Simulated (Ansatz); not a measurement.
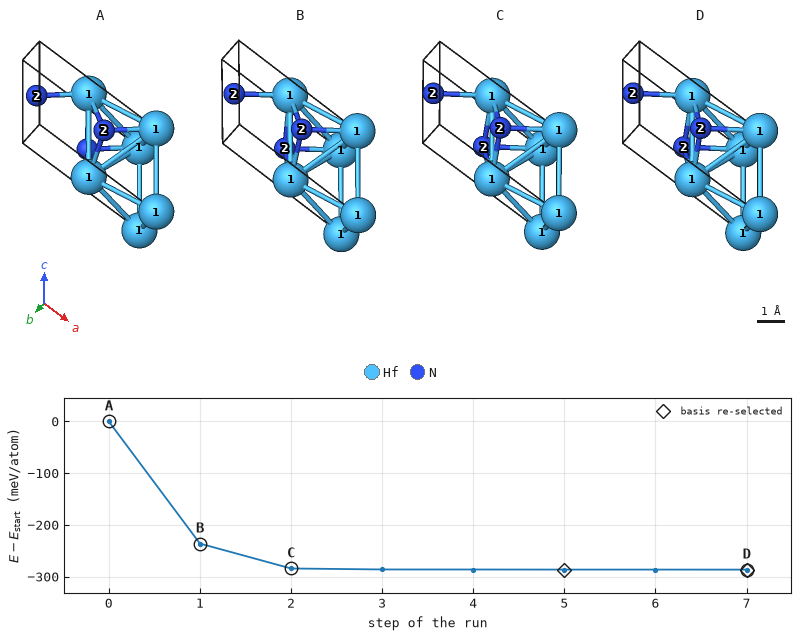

Frames of a relaxation of crystalline HfN (set up in P1), marked on the history of the run. Style: ball-and-stick. Shown: the conventional cell (2 times the calculation's cell), from a free direction. Lengths and directions refer to the drawn axes.

The run lets cell and atoms move, from a rattled start.

These are results of Kohn-Sham DFT of a periodic cell, PBE with D4, Ansatz PAW large core in Ansatz 0.2.0, not measurements.

Input file:
```yaml
crystal:
  lattice:
    - [0.0, 2.256, 2.256]
    - [2.256, 0.0, 2.256]
    - [2.256, 2.256, 0.0]
  atoms:
    - { symbol: Hf, position: [0.025625, -0.018719, -0.002843] }
    - { symbol: "N", position: [0.414643, 0.546878, 0.548614] }
hamiltonian:
  xc: pbe
  pseudopotentials: { kind: paw, core: large }
  dispersion: d4
kpoints:
  mp_grid: { grid: [8, 8, 8] }
scf:
  occupations: { method: fermi_dirac, width: 0.1 }
output:
  forces: true
  stress: true
  write_density: true
  write_potential: true
  elf: true
  volumetric_format: npy
relax:
  f_tol: 0.01
  max_steps: 40
  cell: { stress_tol: 0.05 }
```

Run as
```bash
ansatz run input.yaml --threads 1 --pin off --max-ram 2560MiB --backend cpu --events-out ev --progress --plain --runs-dir out
```

> Describe the path.

The energy falls by 286 meV per atom in 5 accepted moves (7 points after the start). Largest force component: 3.3 eV/Å at the start, under 0.0001 eV/Å at the end. Pressure: 14.61 GPa at the start and 0.00 GPa at the end. The SCF was repeated twice at an unchanged geometry on a basis and grid sized afresh for the cell, which shifted the energy by 0.2 meV per atom at most. The largest moves relative to the cell, 0.16 Å, are those of Hf1 and N2. Hf1 goes along +a. Largest moves by element: Hf 0.16 Å, N 0.16 Å. The drawn cell changes as follows: a 5.526 → 5.540 Å (+0.2 %), b = c 3.190 → 3.198 Å (+0.2 %); the volume changes by +0.7 %. Some distances before and after: Hf1–N2 2.526 → 2.262 Å, Hf1–N2 (another image) 1.999 → 2.262 Å, Hf1–N2 (another image) 2.407 → 2.262 Å, Hf1–N2 (another image) 2.141 → 2.262 Å. Among the angles between lasting bonds that change: Hf1–N2–Hf1 165.0° → 180.0°, Hf1–N2–Hf1 165.6° → 180.0°, Hf1–N2–Hf1 100.8° → 90.0°. The space group (tolerance 0.01 Å) goes from P1 (No. 1) to Fm-3m (No. 225). Cost: 80 s on 1 thread of Arm Neoverse V2 (shared host), peak memory 0.44 GiB. From step 0 to 1: Hf and N atoms move most (0.10 Å), volume +0.8 %, energy −236 meV per atom. From step 1 to 2: Hf and N atoms move most (0.06 Å), volume −1.4 %, energy −48.1 meV per atom. From step 2 to 7: volume +1.4 %, energy −2.2 meV per atom.

```
step  E − E(0), meV/atom  largest force component, eV/Å  pressure, GPa  volume, Å³/atom                      note
   0                0.00                         3.3236          14.61           11.482                          
   1             -235.92                         1.3936           1.91           11.578                          
   2             -284.04                         0.0138           3.75           11.412                          
   3             -285.95                         0.0016          -0.41           11.582                          
   4             -286.03                         0.0001          -0.01           11.565                          
   5             -286.20                         0.0001           0.04           11.565  same geometry, new basis
   6             -286.19                         0.0000           0.00           11.567                          
   7             -286.26                         0.0000           0.00           11.567  same geometry, new basis
```
